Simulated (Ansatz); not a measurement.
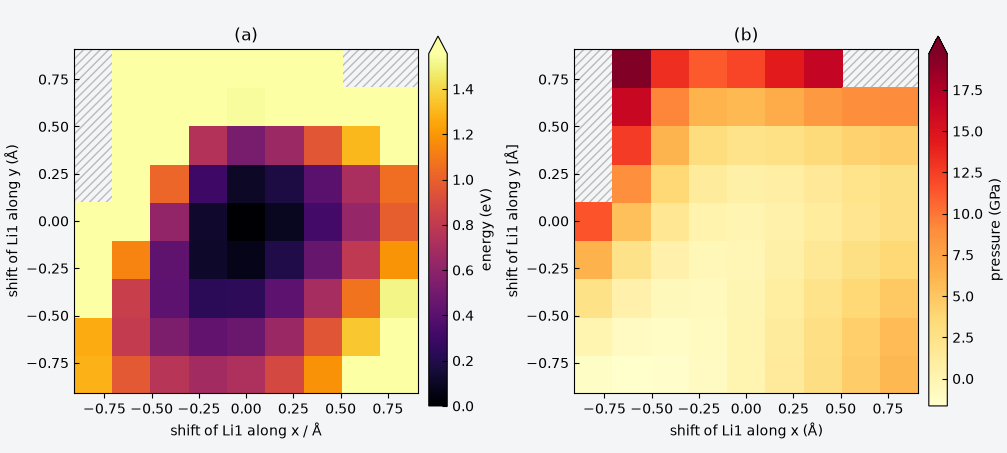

Li₄NbO₄ (I4/m, No. 87; 9 atoms in the cell). One atom moved over a plane, all else fixed (x along [1 0 0], y along [0 −1 0], z along [0 0 −1] of the conventional cell). First axis: shift of Li1 along x. Second axis: shift of Li1 along y. Nothing is relaxed (all other atoms fixed). The grid has 9 × 9 points. At 6 points there is no value (left out of the scan, as a rule where atoms come close). Points are written as (first, second). All energies are given in eV per cell relative to the lowest grid point. These are results of DFT PBEsol, scalar-relativistic, plane waves, PAW (Ansatz 0.2.0), not measurements. Settings: cutoff 420 eV, k-mesh 10×10×10, gaussian smearing 0.05 eV, no spin polarisation.

Panel (a) is the energy and panel (b) the computed pressure on the same grid.

Drawn: one coloured cell a grid point, one colour for all values above the top of the scale, hatched blanks where no value was computed.

How does the pressure vary over the map, and what is it at the lowest grid point?

Leaving out the highest fifth of the energies, it runs from −1.7 GPa at (−0.608 Å, −0.810 Å) to 6.8 GPa at (0.203 Å, 0.608 Å). At the lowest grid point, (0.000 Å, 0.000 Å), it is 0.0 GPa.

```csv
"shift of Li1 along y ↓, shift of Li1 along x →",−0.810,−0.608,−0.405,−0.203,0.000,0.203,0.405,0.608,0.810
0.810,–,19.7,13.3,11.2,12.2,14.3,16.5,–,–
0.608,–,16.2,9.3,6.3,5.9,6.8,8.1,9.0,9.0
0.405,–,12.6,6.2,3.2,2.4,2.7,3.5,4.2,4.5
0.203,–,8.9,3.7,1.3,0.7,0.9,1.6,2.3,2.8
0.000,11.5,5.4,1.8,0.3,0.0,0.4,1.3,2.1,2.9
−0.203,6.4,2.5,0.4,−0.4,−0.2,0.6,1.7,2.8,3.8
−0.405,2.5,0.4,−0.6,−0.7,−0.1,1.0,2.4,3.7,4.9
−0.608,0.1,−0.9,−1.2,−0.9,0.0,1.3,2.9,4.4,5.7
−0.810,−1.3,−1.7,−1.6,−1.0,0.0,1.4,3.0,4.6,6.0
```

PAW datasets: the set soft_1.
